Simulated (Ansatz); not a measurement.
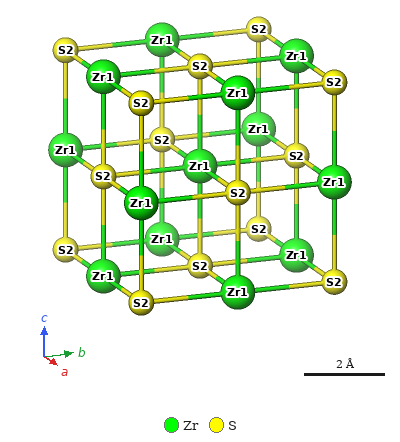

The structure (ball-and-stick view of the cell 4 times as large as that of the calculation, set on its symmetry axes, seen slightly off an axis; atoms are numbered from 1 in the order of the input). An atom can appear more than once, as a periodic image. Near neighbours in the periodic cell (some may lie outside the picture): Zr has 6 S at 2.63 Å; S has 6 Zr at 2.63 Å.

# What a change does: single-point calculation on ZrS

System: ZrS (Fm-3m, 2 atoms in the cell).
Method of run A: DFT PBEsol + D3(BJ), scalar-relativistic, plane waves, PAW, no spin polarisation (Ansatz 0.2.0).

Text and figures count atoms from 1; the logs count them from 0 in places.

**The input, run A**
```yaml
crystal:
  lattice:
    - [0.0, 2.6250004535, 2.6250004535]
    - [2.6250004535, 0.0, 2.6250004535]
    - [2.6250004535, 2.6250004535, 0.0]
  atoms:
    - { symbol: Zr, position: [0.5, 0.5, 0.5] }
    - { symbol: S, position: [0.0, 0.0, 0.0] }
basis:
  ecutwfc: 420
  ecutrho_ratio: 4
kpoints:
  mp_grid: { grid: [8, 8, 8] }
hamiltonian:
  xc: pbesol
  dispersion: d3bj
scf:
  occupations: { method: gaussian, width: 0.05 }
output:
  forces: true
  stress: true
  eigenvalues: true
```

Command:
```bash
ansatz run input.yaml --threads 4 --pin off --max-ram 8192MiB --backend cpu --events-out ev --progress --plain --runs-dir out
```

Hardware: 4 threads of Arm Neoverse V2, 24 GiB of memory available, shared host.

**Output, shortened to warnings, some set-up lines, iterations and results (run A)**
```
Basis set: ecut = 420 eV, 725 PW (Γ), exchange–correlation on 50×50×50 points (8 copies of the dense FFT grid, shifted against one another)
Symmetry: 48 space group operations
k-points: 29 of 512
Initial density: superposition of atomic densities (neutral atoms: chi_scale 0, normalization atom), corrected by the library's trained network
[...]
SCF iter   1: F=—  HF=-5017.524964 eV  |F-HF|=—  |Δ(HF+E_count)|=         —  Δρ=4.08e-3  dr2=7.95e-3  ethr=1.77e-3  ⟨swp⟩=5.3  Hψ=4704  notcnv=0
SCF iter   2: F=—  HF=-5017.521599 eV  |F-HF|=—  |Δ(HF+E_count)|=   3.37e-3  Δρ=2.49e-3  dr2=2.69e-3  ethr=4.42e-5  ⟨swp⟩=1.3  Hψ=749  notcnv=0  defer=19
SCF iter   3: F=—  HF=-5017.520919 eV  |F-HF|=—  |Δ(HF+E_count)|=   6.79e-4  Δρ=4.03e-4  dr2=3.18e-5  ethr=1.49e-5  ⟨swp⟩=2.1  Hψ=583  notcnv=0  defer=19
SCF iter   4: F=—  HF=-5017.520904 eV  |F-HF|=—  |Δ(HF+E_count)|=   1.54e-5  Δρ=1.37e-4  dr2=5.45e-6  ethr=1.77e-7  ⟨swp⟩=2.3  Hψ=588  notcnv=0  defer=19
SCF iter   5: F=—  HF=-5017.520904 eV  |F-HF|=—  |Δ(HF+E_count)|=   4.15e-8  Δρ=3.22e-5  dr2=3.19e-7  ethr=3.03e-8  ⟨swp⟩=1.3  Hψ=445  notcnv=0  defer=19
SCF iter   6: F=-5017.520904 eV  HF=-5017.520904 eV  |F-HF|=1.43e-8  |Δ(HF+E_count)|=   4.14e-9  Δρ=7.18e-6  dr2=2.71e-8  ethr=5.56e-10  ⟨swp⟩=7.4  Hψ=2147  notcnv=0
SCF 1 converged in 6 iterations: F = -5017.520904 eV  dr2 = 2.71e-8
SCF converged after 6 iterations
Free energy (F): -5017.520904 eV
Harris-Foulkes:  -5017.520904 eV  (|F-HF|=1.43e-8)
Internal energy: -5017.519118 eV  (E = F + TS)
E sigma→0 (E₀):  -5017.520011 eV
Entropy (-TS):   -0.001786 eV (-0.893 meV/atom)
Fermi energy:    14.538785 eV
--- Per-component energies (eV) ---
  E_band       = -73.756780
  E_kinetic    = 443.721305
  E_local      = -700.285671  (includes V_loc(G=0)·N_el)
  E_nonlocal   = 109.551121
  E_hartree    = 220.113858
  E_xc         = -258.549220
  E_vxc        = -280.436284  (∫ρ·V_xc dr)
  E_paw        = -3484.362807  (= ΣΔE_a)
  E_vpaw       = -86.537887  (= ΣTr[D̂ρ^β])
  E_aug_tail   = 0.000025  (compensation charges beyond the density's cutoff)
  E_ewald      = -1346.979234
  E_disp       = -0.956167  (pairwise vdW)
  E_core_change = 0.227670  (= ΣΔE_core)
  E_smearing   = -0.001786  (= −TS)
  E_closure    = 0.000000  (closes the sum)
  Σ components = -5017.520904   (vs F -5017.520904, Δ=0.00e0)
--- Forces (eV/Å), atoms counted from 1 ---
  atom   1  Zr     0.00000000    -0.00000000     0.00000000
  atom   2  S     -0.00000000     0.00000000     0.00000000
  max |Σ_I F_I| component: 2.16e-29 eV/Å
--- Stress (GPa, compression-positive) ---
      -10.980177       0.000000       0.000000
       -0.000000     -10.980177       0.000000
       -0.000000      -0.000000     -10.980177
  P = ⅓ Tr σ = -10.9802 GPa (-109.802 kbar)
```

For run B the input was changed thus:
```diff
-    - [0.0, 2.6250004535, 2.6250004535]
-    - [2.6250004535, 0.0, 2.6250004535]
-    - [2.6250004535, 2.6250004535, 0.0]
+    - [0.0, 2.5543505764, 2.5543505764]
+    - [2.5543505764, 0.0, 2.5543505764]
+    - [2.5543505764, 2.5543505764, 0.0]
```

Predict how the results change.

With the same functional and potentials, run B lies 52.5 meV per atom lower. The pressure goes from −10.98 to 0.00 GPa. The volume per atom goes from 18.09 to 16.67 Å³. The cell is scaled evenly with the atoms at fixed fractional positions, so −ΔP/Δ ln V estimates the bulk modulus midway between the two volumes: about 130 GPa. The number of SCF iterations is the same. The plane waves at Γ go from 725 to 645.

**Output, shortened to warnings, some set-up lines, iterations and results (run B)**
```
Basis set: ecut = 420 eV, 645 PW (Γ), exchange–correlation on 50×50×50 points (8 copies of the dense FFT grid, shifted against one another)
Symmetry: 48 space group operations
k-points: 29 of 512
Initial density: superposition of atomic densities (neutral atoms: chi_scale 0, normalization atom), corrected by the library's trained network
[...]
SCF iter   1: F=—  HF=-5017.629314 eV  |F-HF|=—  |Δ(HF+E_count)|=         —  Δρ=4.33e-3  dr2=7.36e-3  ethr=1.77e-3  ⟨swp⟩=5.4  Hψ=4774  notcnv=0
SCF iter   2: F=—  HF=-5017.626405 eV  |F-HF|=—  |Δ(HF+E_count)|=   2.91e-3  Δρ=2.49e-3  dr2=2.18e-3  ethr=4.09e-5  ⟨swp⟩=1.4  Hψ=738  notcnv=0  defer=27
SCF iter   3: F=—  HF=-5017.625854 eV  |F-HF|=—  |Δ(HF+E_count)|=   5.51e-4  Δρ=3.62e-4  dr2=3.35e-5  ethr=1.21e-5  ⟨swp⟩=2.6  Hψ=650  notcnv=0  defer=27
SCF iter   4: F=—  HF=-5017.625840 eV  |F-HF|=—  |Δ(HF+E_count)|=   1.36e-5  Δρ=1.46e-4  dr2=4.27e-6  ethr=1.86e-7  ⟨swp⟩=1.9  Hψ=518  notcnv=0  defer=27
SCF iter   5: F=—  HF=-5017.625840 eV  |F-HF|=—  |Δ(HF+E_count)|=   7.33e-8  Δρ=2.30e-5  dr2=1.82e-7  ethr=2.37e-8  ⟨swp⟩=2.7  Hψ=672  notcnv=0  defer=27
SCF iter   6: F=-5017.625840 eV  HF=-5017.625840 eV  |F-HF|=5.21e-10  |Δ(HF+E_count)|=   2.01e-8  Δρ=3.95e-6  dr2=5.43e-9  ethr=5.56e-10  ⟨swp⟩=7.5  Hψ=2099  notcnv=0
SCF 1 converged in 6 iterations: F = -5017.625840 eV  dr2 = 5.43e-9
SCF converged after 6 iterations
Free energy (F): -5017.625840 eV
Harris-Foulkes:  -5017.625840 eV  (|F-HF|=5.21e-10)
Internal energy: -5017.624037 eV  (E = F + TS)
E sigma→0 (E₀):  -5017.624939 eV
Entropy (-TS):   -0.001803 eV (-0.902 meV/atom)
Fermi energy:    15.918335 eV
--- Per-component energies (eV) ---
  E_band       = -49.944826
  E_kinetic    = 448.706242
  E_local      = -653.125618  (includes V_loc(G=0)·N_el)
  E_nonlocal   = 109.569120
  E_hartree    = 207.293138
  E_xc         = -260.477209
  E_vxc        = -282.974160  (∫ρ·V_xc dr)
  E_paw        = -3484.541938  (= ΣΔE_a)
  E_vpaw       = -86.707706  (= ΣTr[D̂ρ^β])
  E_aug_tail   = 0.000025  (compensation charges beyond the density's cutoff)
  E_ewald      = -1384.234855
  E_disp       = -1.040613  (pairwise vdW)
  E_core_change = 0.227670  (= ΣΔE_core)
  E_smearing   = -0.001803  (= −TS)
  E_closure    = 0.000000  (closes the sum)
  Σ components = -5017.625840   (vs F -5017.625840, Δ=0.00e0)
--- Forces (eV/Å), atoms counted from 1 ---
  atom   1  Zr     0.00000000    -0.00000000    -0.00000000
  atom   2  S     -0.00000000     0.00000000     0.00000000
  max |Σ_I F_I| component: 3.85e-29 eV/Å
--- Stress (GPa, compression-positive) ---
        0.003615       0.000000       0.000000
        0.000000       0.003615       0.000000
        0.000000      -0.000000       0.003615
  P = ⅓ Tr σ = 0.0036 GPa (0.036 kbar)
```

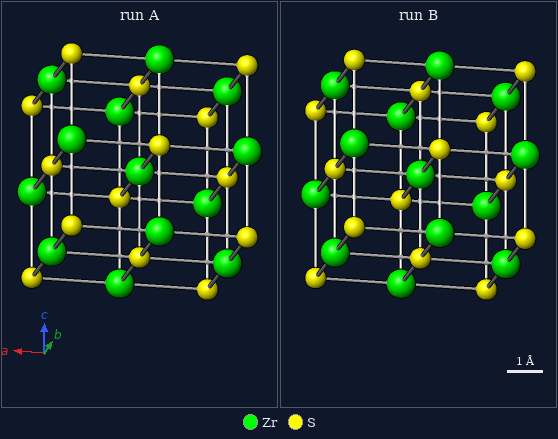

The two input geometries at one scale (ball-and-stick view of the cell 4 times as large as that of the calculation, set on its symmetry axes, seen at an oblique angle). No atom moves by more than 0.005 Å relative to the cell. Cell: a = b = c 5.250 → 5.109 Å (−2.7 %). Volume −7.9 %. Among the contacts that change: S–Zr 2.625 → 2.554 Å.

**The two runs side by side**

| quantity | run A | run B |
| --- | --- | --- |
| outcome | converged | converged |
| free energy per atom (eV) | −2508.7605 | −2508.8129 |
| energy per atom, smearing taken to zero (eV) | −2508.7600 | −2508.8125 |
| gap on the mesh (eV) | 0.00 | 0.00 |
| pressure (GPa) | −10.98 | 0.00 |
| volume per atom (Å³) | 18.09 | 16.67 |
| largest force (eV/Å) | 0.000 | 0.000 |
| SCF iterations | 6 | 6 |
| irreducible k-points | 29 | 29 |
| plane waves at Γ | 725 | 645 |

For run A: The cell is under a tension of 11.0 GPa at this level, so it is not at its equilibrium volume.
